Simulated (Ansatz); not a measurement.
System: NiAs-type KI, space group P6_3/mmc, 4 atoms in the cell, relaxed with r2SCAN; a = 4.899 Å, c = 8.591 Å (hexagonal axes). Starting point: PBE, Ansatz PAW set, no spin polarisation, no spin-orbit coupling, 6×6×2 k mesh, 420 eV cutoff, fixed occupations (Ansatz 0.2.0). Many-body step: G0W0 with empty bands 533, screening cutoff 120 eV and frequency treatment contour deformation.

In PBE the smallest gap over these k points is 3.86 eV, with direct gaps of 3.86 eV at Γ, 5.09 eV at A and 5.43 eV at M.

What does G0W0 give?

Over the k points that were corrected, the smallest gap goes from 3.86 eV in PBE (direct at Γ) to 5.96 eV in G0W0 (direct at Γ), a change of +2.10 eV (+55 %). Counted from the valence top, the lowest empty level moves by +2.10 eV at Γ, +2.17 eV at A and +2.35 eV at M; over the 24 points that were corrected the shifts run from +2.10 to +2.40 eV: a spread of 0.30 eV on a mean of 2.27 eV, so one scissor shift describes this level only roughly. The quasiparticle weight (renormalisation factor) lies between 0.80 and 0.85 for the top filled and first empty levels.

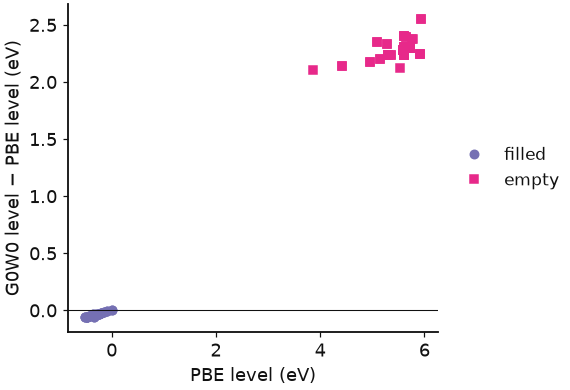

Change of each level from PBE to G0W0 against its PBE energy, both sets counted from their own valence top.

| k point | PBE direct gap (eV) | G0W0 direct gap (eV) |
| --- | --- | --- |
| Γ | 3.86 | 5.96 |
| A | 5.09 | 7.28 |
| M | 5.43 | 7.83 |

Spin-orbit coupling is left out, which matters for I. The usual form of KI is rocksalt. Bands, cutoffs and mesh are finite, so these values aren't at the basis limit.
